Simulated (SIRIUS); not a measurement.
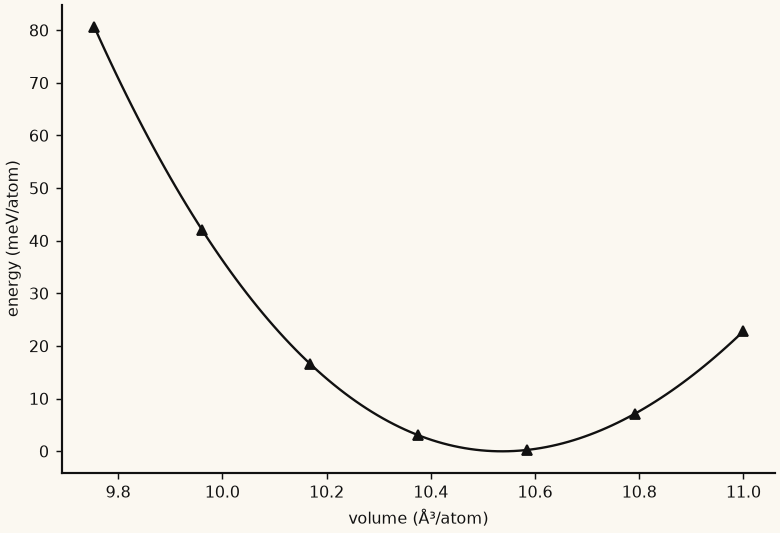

The plot gives the computed energy against volume.

Method: plane-wave DFT, no spin polarisation; energies at scaled volumes of the given cell, shape and fractions fixed, counted from the fit's minimum, third-order Birch-Murnaghan fit (SIRIUS 7.10.0). Level: PBE.

For which of these solids was it computed?
A. MgS, Fm-3m (No. 225)
B. ZrB₂, P6/mmm (No. 191)
C. WC, P-6m2 (No. 187)

Answer. C, WC: energy from 0.26 meV/atom to 80.68 meV/atom, V0 10.54 Å³/atom, B0 388 GPa. The others give: ZrB₂, energy from 0.13 meV/atom to 34.81 meV/atom, V0 10.29 Å³/atom, B0 238 GPa; MgS, energy from 0.05 meV/atom to 26.74 meV/atom, V0 17.9 Å³/atom, B0 73.9 GPa.

For WC, limits of the calculation: coarse k mesh; shape and atomic fractions are frozen while scaling, which makes layered, chain and framework solids too stiff.

For ZrB₂, limits of the calculation: coarse k mesh; shape and atomic fractions are frozen while scaling, which makes layered, chain and framework solids too stiff.
